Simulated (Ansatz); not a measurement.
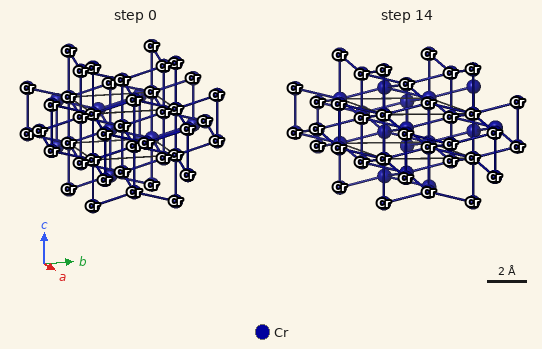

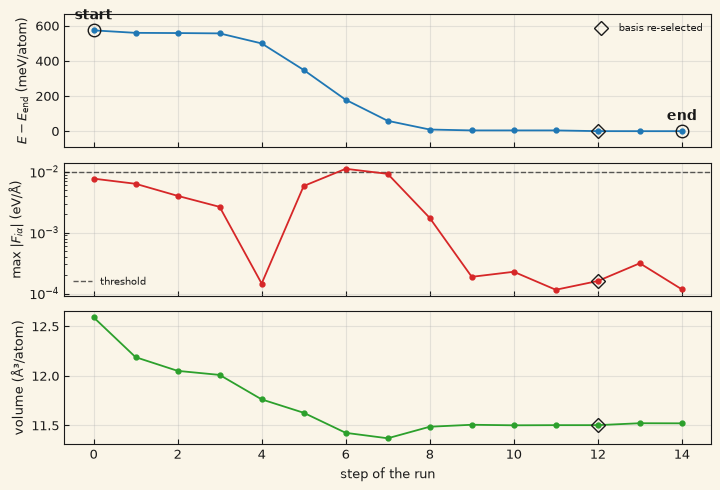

First and last geometry of a relaxation of a crystal of Cr (a generated structure, set up in I4_1/amd), with the history of the run. A ball-and-stick model of the conventional cell (2 times the calculation's cell), seen slightly off an axis. Lengths and directions refer to the drawn axes.

Phase: beta-Sn type.

Level of theory: DFT, r2SCAN, plane waves (500 eV) with PAW, scalar-relativistic in Ansatz 0.2.0.

The input:
```yaml
crystal:
  lattice:
    - [-2.2592229202, 2.2592229202, 1.2335357144]
    - [2.2592229202, -2.2592229202, 1.2335357144]
    - [2.2592229202, 2.2592229202, -1.2335357144]
  atoms:
    - { symbol: Cr, position: [0.0, 0.0, 0.0], spin: 1.5 }
    - { symbol: Cr, position: [0.75, 0.25, 0.5], spin: 1.5 }
hamiltonian:
  xc: r2scan
  pseudopotentials:
    kind: paw
    azcp:
      Cr: "pseudopotentials/Cr.paw.azcp"
basis:
  ecutwfc: 500
  fft_grid_basis: typed
kpoints:
  mp_grid: { grid: [14, 14, 10], shift: [0, 0, 0] }
magnetization:
  spin_polarized: true
scf:
  occupations: { method: fermi_dirac, width: 0.05 }
relax:
  max_steps: 60
  f_tol: 0.01
  cell: {}
```

Command:
```bash
ansatz run input.yaml --threads 1 --pin off --max-ram 3584MiB --backend cpu --events-out ev --progress --plain --runs-dir out
```

Read the history and describe the run.

Answer. The run was cut off at its time limit before the program reported convergence, but its last step already meets the force threshold: the largest component is 0.00012 eV/Å against 0.01 eV/Å. The pressure is within 0.01 GPa of its target. No atom moves by more than 0.005 Å relative to the cell. The volume changes by −8.5 %, with a = b 4.518 → 4.670 Å (+3.4 %), c 2.467 → 2.366 Å (−4.1 %), γ 90.0° → 63.3°. Near-neighbour distances that change, for instance: Cr1–Cr1 3.425 → 2.720 Å, Cr1–Cr1 (another image) 2.467 → 2.366 Å, Cr1–Cr2 2.342 → 2.409 Å. Bond angles that change, for instance: Cr2–Cr1–Cr2 94.0° → 68.7°, Cr2–Cr1–Cr2 94.0° → 118.9°, Cr2–Cr1–Cr2 149.5° → 151.6°. The space group (tolerance 0.01 Å) goes from I4_1/amd (No. 141) to Fddd (No. 70). Over 13 accepted moves (14 points after the start) the energy falls by 574 meV per atom. Largest force component: 0.0077 eV/Å at the start, 0.00012 eV/Å at the end. The pressure goes from −8.70 to 0.01 GPa. The SCF was repeated once at an unchanged geometry on a basis and grid sized afresh for the cell, which shifted the energy by 4.1 meV per atom at most. The program noted that the starting moments weren't kept. The run took 30 min on 1 thread of Intel(R) Xeon(R) Platinum 8259CL CPU @ 2.50GHz (Skylake/Cascade Lake), with other jobs on the host, peak memory 0.96 GiB.
